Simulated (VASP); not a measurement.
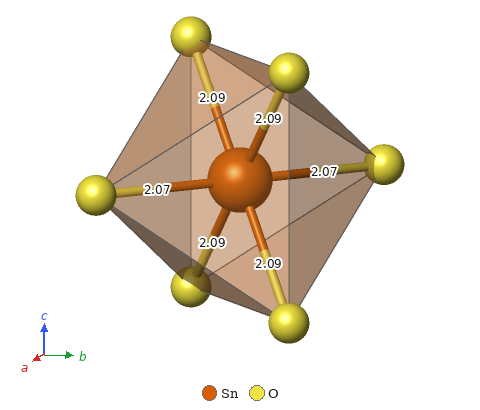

Coordination of Sn in SnO2 (P4_2/mnm); bond lengths in Å. The shape measure S (0 to 100) is the computed least-squares distance from an ideal polyhedron; S = 0 means ideal. Source: the geometry relaxed with VASP Kohn-Sham DFT of a periodic cell, rev-vdW-DF2, VASP PAW PBE potentials, recommended in VASP.

> Name the coordination polyhedron and say how regular it is.

SnO6: a slightly distorted octahedron (coordination number 6, S = 0.72; next best trigonal prism, S = 15.9).

> Does the central atom sit at the centroid of its ligands?

Yes, to within 0.01 Å; the site symmetry is mmm.
